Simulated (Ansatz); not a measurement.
## What a change does: single-point calculation on Ti

System: Ti (Im-3m, 1 atom in the cell).
Method of run 1: DFT r2SCAN, scalar-relativistic, plane waves, PAW, no spin polarisation (Ansatz 0.2.0).

The structure derives from an entry of the Crystallography Open Database. Text and figures count atoms from 1; the logs count them from 0 in places.

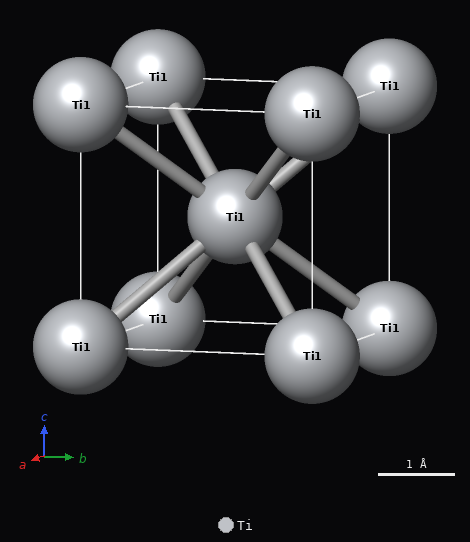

Fig. 1: The structure (ball-and-stick view of the cell 2 times as large as that of the calculation, set on its symmetry axes, seen slightly off an axis; atoms are numbered from 1 in the order of the input). An atom can appear more than once, as a periodic image. Near neighbours in the periodic cell (some may lie outside the picture): Ti has 8 Ti at 2.82 Å.

Input, run 1:
```yaml
crystal:
  lattice:
    - [3.2517897414, 0.0, 0.0]
    - [0.0, 3.2517897414, 0.0]
    - [1.6258948707, -1.6258948707, 1.6258948707]
  atoms:
    - { symbol: Ti, position: [0.0, 0.0, 0.0] }
basis:
  ecutwfc: 500
kpoints:
  mp_grid: { grid: [11, 11, 21] }
hamiltonian:
  xc: r2scan
scf:
  occupations: { method: gaussian, width: 0.1 }
output:
  forces: true
  stress: true
  eigenvalues: true
```

Launched with:
```bash
ansatz run input.yaml --threads 2 --pin off --max-ram 5120MiB --backend cpu --events-out ev --progress --plain --runs-dir out
```

Hardware: 2 threads of Intel Xeon (Granite Rapids), 32 GiB of memory available, shared host.

Output, shortened to warnings, some set-up lines, iterations and results (run 1):
```
Warning: crystal.symmetry: narrowed to the stabiliser of the k-point mesh — unitary ops 48 → 4; excluded 44 operations that carry a point of the 11×11×21 mesh (shift [0, 0, 0]) off the mesh (the run samples exactly the mesh kpoints.mp_grid names, as under crystal.symmetry.detect: false, and its converged state has the mesh's symmetry, not the crystal's; ε∞, the Born charges and the force …
Basis set: ecut = 500 eV, 429 PW (Γ), exchange–correlation on 96×96×96 points (64 copies of the dense FFT grid, shifted against one another)
Symmetry: 4 space group operations
k-points: 696 of 2541
Initial density: superposition of atomic densities (neutral atoms: chi_scale 0, normalization atom), corrected by the library's trained network
[...]
SCF iter   1: F=—  HF=-2504.217395 eV  |F-HF|=—  |Δ(HF+E_count)|=         —  Δρ=1.45e-2  dr2=3.12e-2  dr2_τ=6.93e-3  ethr=1.77e-3  ⟨swp⟩=4.6  Hψ=38310  notcnv=0
SCF iter   2: F=—  HF=-2504.238975 eV  |F-HF|=—  |Δ(HF+E_count)|=   2.16e-2  Δρ=4.68e-3  dr2=2.49e-3  dr2_τ=7.00e-4  ethr=2.60e-4  ⟨swp⟩=2.7  Hψ=18467  notcnv=0  defer=65
SCF iter   3: F=—  HF=-2504.238607 eV  |F-HF|=—  |Δ(HF+E_count)|=   3.68e-4  Δρ=1.93e-3  dr2=2.16e-4  dr2_τ=6.06e-5  ethr=2.07e-5  ⟨swp⟩=2.9  Hψ=13265  notcnv=0  defer=65
SCF iter   4: F=—  HF=-2504.239018 eV  |F-HF|=—  |Δ(HF+E_count)|=   4.11e-4  Δρ=2.99e-4  dr2=8.65e-6  dr2_τ=7.92e-7  ethr=1.80e-6  ⟨swp⟩=2.0  Hψ=10502  notcnv=0  defer=65
SCF iter   5: F=—  HF=-2504.239031 eV  |F-HF|=—  |Δ(HF+E_count)|=   1.28e-5  Δρ=5.99e-5  dr2=3.15e-7  dr2_τ=1.09e-8  ethr=7.21e-8  ⟨swp⟩=2.7  Hψ=10584  notcnv=0  defer=65
SCF iter   6: F=-2504.239031 eV  HF=-2504.239031 eV  |F-HF|=2.11e-9  |Δ(HF+E_count)|=   5.73e-7  Δρ=4.99e-6  dr2=2.03e-9  dr2_τ=1.85e-10  ethr=8.33e-10  ⟨swp⟩=5.3  Hψ=30808  …
SCF 1 converged in 6 iterations: F = -2504.239031 eV  dr2 = 2.03e-9
SCF converged after 6 iterations
Free energy (F): -2504.239031 eV
Harris-Foulkes:  -2504.239031 eV  (|F-HF|=2.11e-9)
Internal energy: -2504.228240 eV  (E = F + TS)
E sigma→0 (E₀):  -2504.233636 eV
Entropy (-TS):   -0.010791 eV (-10.791 meV/atom)
Fermi energy:    13.291944 eV
--- Per-component energies (eV) ---
  E_band       = -168.139963
  E_kinetic    = 272.792318
  E_local      = -804.100229  (includes V_loc(G=0)·N_el)
  E_nonlocal   = 7.582381
  E_hartree    = 329.762389
  E_xc         = -92.824020
  E_vxc        = -132.712427  (∫ρ·V_xc dr)
  E_paw        = -1056.883804  (= ΣΔE_a)
  E_vpaw       = -180.376178  (= ΣTr[D̂ρ^β])
  E_aug_tail   = 0.000090  (compensation charges beyond the density's cutoff)
  E_vtau       = 9.149830  (kinetic-family band-sum trace: ∫τ·v_τ [+ j·A + Jᵃ·Aᵃ] dr)
  E_ewald      = -1160.303909
  E_core_change = -0.253457  (= ΣΔE_core)
  E_smearing   = -0.010791  (= −TS)
  E_closure    = 0.000000  (closes the sum)
  Σ components = -2504.239031   (vs F -2504.239031, Δ=0.00e0)
--- Forces (eV/Å), atoms counted from 1 ---
  atom   1  Ti    -0.00000000     0.00000000     0.00000000
  max |Σ_I F_I| component: 4.93e-32 eV/Å
--- Stress (GPa, compression-positive) ---
        0.103439       0.096979      -0.002679
        0.096979       0.103439       0.002679
       -0.002679       0.002679       0.051248
  P = ⅓ Tr σ = 0.0860 GPa (0.860 kbar)
```

The input of run 2 differs as follows (lines with − go, lines with + come):
```diff
+  convergence: { dr2_threshold: 1.0e-14 }
+  max_iter: 60
```

What does this change do to the results?

Both reach the same energy, so the change doesn't alter the result. The SCF takes 10 iterations against 6. On the same kind of shared host run 2 took about 1.4 times as long.

Output, shortened to warnings, some set-up lines, iterations and results (run 2):
```
Warning: crystal.symmetry: narrowed to the stabiliser of the k-point mesh — unitary ops 48 → 4; excluded 44 operations that carry a point of the 11×11×21 mesh (shift [0, 0, 0]) off the mesh (the run samples exactly the mesh kpoints.mp_grid names, as under crystal.symmetry.detect: false, and its converged state has the mesh's symmetry, not the crystal's; ε∞, the Born charges and the force …
Basis set: ecut = 500 eV, 429 PW (Γ), exchange–correlation on 96×96×96 points (64 copies of the dense FFT grid, shifted against one another)
Symmetry: 4 space group operations
k-points: 696 of 2541
Initial density: superposition of atomic densities (neutral atoms: chi_scale 0, normalization atom), corrected by the library's trained network
[...]
SCF iter   1: F=—  HF=-2504.217395 eV  |F-HF|=—  |Δ(HF+E_count)|=         —  Δρ=1.45e-2  dr2=3.12e-2  dr2_τ=6.93e-3  ethr=1.77e-3  ⟨swp⟩=4.6  Hψ=38310  notcnv=0
SCF iter   2: F=—  HF=-2504.238975 eV  |F-HF|=—  |Δ(HF+E_count)|=   2.16e-2  Δρ=4.68e-3  dr2=2.49e-3  dr2_τ=7.00e-4  ethr=2.60e-4  ⟨swp⟩=2.7  Hψ=18467  notcnv=0  defer=65
SCF iter   3: F=—  HF=-2504.238607 eV  |F-HF|=—  |Δ(HF+E_count)|=   3.68e-4  Δρ=1.93e-3  dr2=2.16e-4  dr2_τ=6.06e-5  ethr=2.07e-5  ⟨swp⟩=2.9  Hψ=13265  notcnv=0  defer=65
SCF iter   4: F=—  HF=-2504.239018 eV  |F-HF|=—  |Δ(HF+E_count)|=   4.11e-4  Δρ=2.99e-4  dr2=8.65e-6  dr2_τ=7.92e-7  ethr=1.80e-6  ⟨swp⟩=2.0  Hψ=10502  notcnv=0  defer=65
SCF iter   5: F=—  HF=-2504.239030 eV  |F-HF|=—  |Δ(HF+E_count)|=   1.25e-5  Δρ=5.99e-5  dr2=3.15e-7  dr2_τ=1.09e-8  ethr=7.21e-8  ⟨swp⟩=2.7  Hψ=10588  notcnv=0  defer=65
SCF iter   6: F=—  HF=-2504.239031 eV  |F-HF|=—  |Δ(HF+E_count)|=   9.36e-7  Δρ=4.99e-6  dr2=2.03e-9  dr2_τ=1.81e-10  ethr=2.63e-9  ⟨swp⟩=2.7  Hψ=10549  notcnv=0  defer=65
SCF iter   7: F=—  HF=-2504.239031 eV  |F-HF|=—  |Δ(HF+E_count)|=   2.75e-9  Δρ=1.09e-6  dr2=1.13e-10  dr2_τ=1.01e-11  ethr=1.69e-11  ⟨swp⟩=2.3  Hψ=10871  notcnv=0  defer=65
SCF iter   8: F=—  HF=-2504.239031 eV  |F-HF|=—  |Δ(HF+E_count)|=  2.09e-11  Δρ=1.05e-7  dr2=5.61e-13  dr2_τ=8.24e-14  ethr=9.45e-13 (applied; sched 1.00e-12)  ⟨swp⟩=2.6  …
SCF iter   9: F=—  HF=-2504.239031 eV  |F-HF|=—  |Δ(HF+E_count)|=    0.00e0  Δρ=3.55e-8  dr2=1.01e-13  dr2_τ=3.78e-15  ethr=4.67e-15 (applied; sched 1.00e-12)  ⟨swp⟩=2.0  …
SCF iter  10: F=-2504.239031 eV  HF=-2504.239031 eV  |F-HF|=9.09e-13  |Δ(HF+E_count)|=  1.36e-12  Δρ=4.62e-9  dr2=1.80e-15  dr2_τ=1.01e-16  ethr=1.00e-12  ⟨swp⟩=2.1  Hψ=23093 …
SCF 1 converged in 10 iterations: F = -2504.239031 eV  dr2 = 1.80e-15
SCF converged after 10 iterations
Free energy (F): -2504.239031 eV
Harris-Foulkes:  -2504.239031 eV  (|F-HF|=9.09e-13)
Internal energy: -2504.228240 eV  (E = F + TS)
E sigma→0 (E₀):  -2504.233636 eV
Entropy (-TS):   -0.010791 eV (-10.791 meV/atom)
Fermi energy:    13.291941 eV
--- Per-component energies (eV) ---
  E_band       = -168.139888
  E_kinetic    = 272.792252
  E_local      = -804.099690  (includes V_loc(G=0)·N_el)
  E_nonlocal   = 7.582233
  E_hartree    = 329.761996
  E_xc         = -92.824037
  E_vxc        = -132.712446  (∫ρ·V_xc dr)
  E_paw        = -1056.883720  (= ΣΔE_a)
  E_vpaw       = -180.376148  (= ΣTr[D̂ρ^β])
  E_aug_tail   = 0.000090  (compensation charges beyond the density's cutoff)
  E_vtau       = 9.149827  (kinetic-family band-sum trace: ∫τ·v_τ [+ j·A + Jᵃ·Aᵃ] dr)
  E_ewald      = -1160.303909
  E_core_change = -0.253457  (= ΣΔE_core)
  E_smearing   = -0.010791  (= −TS)
  E_closure    = 0.000000  (closes the sum)
  Σ components = -2504.239031   (vs F -2504.239031, Δ=0.00e0)
--- Forces (eV/Å), atoms counted from 1 ---
  atom   1  Ti    -0.00000000    -0.00000000     0.00000000
  max |Σ_I F_I| component: 4.93e-32 eV/Å
--- Stress (GPa, compression-positive) ---
        0.103702       0.096946      -0.002748
        0.096946       0.103702       0.002748
       -0.002748       0.002748       0.051536
  P = ⅓ Tr σ = 0.0863 GPa (0.863 kbar)
```

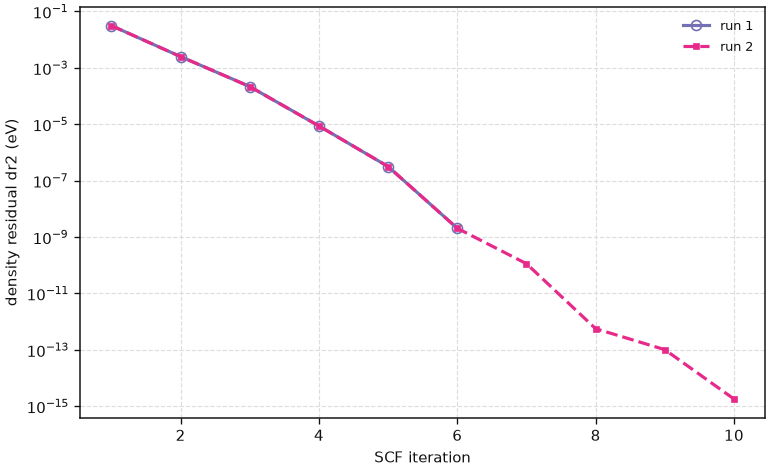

Fig. 2: Convergence of the two runs: density residual dr2 against the SCF iteration. Run 1 takes 6 iterations in all, and run 2 takes 10.

The two runs side by side:

```tsv
quantity	run 1	run 2
outcome	converged	converged
free energy per atom (eV)	−2504.2390	−2504.2390
energy per atom, smearing taken to zero (eV)	−2504.2336	−2504.2336
gap on the mesh (eV)	0.00	0.00
pressure (GPa)	0.09	0.09
largest force (eV/Å)	0.000	0.000
SCF iterations	6	10
irreducible k-points	696	696
plane waves at Γ	429	429
wall time (shared host)	4.9 s	7.1 s
```

For both runs: Warnings: the k-point mesh lowers the symmetry that the run can use. For run 2: This input holds a deliberate fault: an extremely tight threshold (`scf.convergence.dr2_threshold`). The threshold was met all the same, at the cost of more iterations.
